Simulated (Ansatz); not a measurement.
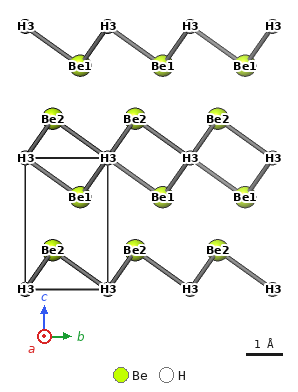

This is the input geometry for a relaxation of crystalline Be2H (a generated structure, set up in P-3m1) (coarse preliminary run). The picture is a ball-and-stick view of the cell of the calculation, repeated 1 × 3 × 2 with one cell outlined, seen along the a axis.

Computed with DFT PBE, scalar-relativistic, plane waves, PAW in Ansatz.

Input
```yaml
crystal:
  lattice:
    - [2.679, 0.0, 0.0]
    - [-1.3395, 2.32008206, 0.0]
    - [0.0, 0.0, 3.70031599]
  atoms:
    - { symbol: Be, position: [0.33333333, 0.66666667, 0.70178948] }
    - { symbol: Be, position: [0.66666667, 0.33333333, 0.29821052] }
    - { symbol: H, position: [0.0, 0.0, 0.0] }
basis:
  ecutwfc: 420
kpoints:
  mp_grid: { grid: [6, 6, 6] }
hamiltonian:
  xc: pbe
scf:
  occupations: { method: gaussian, width: 0.1 }
  lower_state_search: "off"
output:
  forces: true
  stress: true
  eigenvalues: true
relax:
  adjacent_minimum: "off"
  f_tol: 0.04
  max_steps: 70
  cell: { stress_tol: 0.4 }
```

Command:
```bash
ansatz run input.yaml --threads 1 --pin off --max-ram 2048MiB --backend cpu --events-out ev --progress --plain --runs-dir out
```

**Predict the outcome.**

The energy falls by 112 meV per atom in 3 accepted moves (4 points after the start). Largest force component: 1.4 eV/Å at the start, 0.016 eV/Å at the end. Pressure: −8.37 GPa at the start and 0.00 GPa at the end. At 1 point the geometry stayed and the basis and grid were re-selected for the new cell (energy shift of 0.5 meV per atom at most each time). The largest moves relative to the cell, 0.13 Å, are those of Be1 and Be2. Be2 goes along −c. H stays in place. The drawn cell changes as follows: a = b 2.679 → 2.515 Å (−6.1 %), c 3.700 → 3.626 Å (−2.0 %); the volume changes by −13.7 %. Some distances before and after: Be1–H3 1.900 → 1.738 Å. The space group stays P-3m1 (No. 164).

Step by step:

| step | E − E(0), meV/atom | largest force component, eV/Å | pressure, GPa | volume, Å³/atom | note |
| --- | --- | --- | --- | --- | --- |
| 0 | 0.00 | 1.4324 | -8.37 | 7.666 |  |
| 1 | -101.64 | 0.4552 | -4.06 | 6.922 |  |
| 2 | -109.87 | 0.1858 | 3.25 | 6.435 |  |
| 3 | -112.36 | 0.0163 | 0.04 | 6.620 |  |
| 4 | -111.90 | 0.0156 | 0.00 | 6.620 | same geometry, new basis |

Final geometry:

```
CELL_PARAMETERS angstrom
2.51469 0.00000 0.00000
-1.25734 2.17778 0.00000
0.00000 0.00000 3.62636
ATOMIC_POSITIONS crystal
Be 0.33333 0.66667 0.73675
Be 0.66667 0.33333 0.26325
H 0.00000 0.00000 0.00000
```

The end point in the same view:

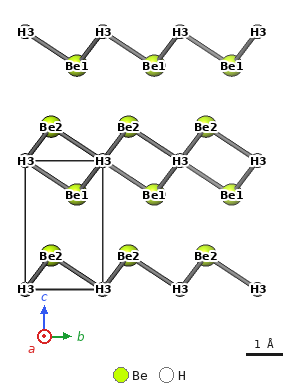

Limits of the set-up: the k-point mesh is coarse for a cell with partly filled bands.
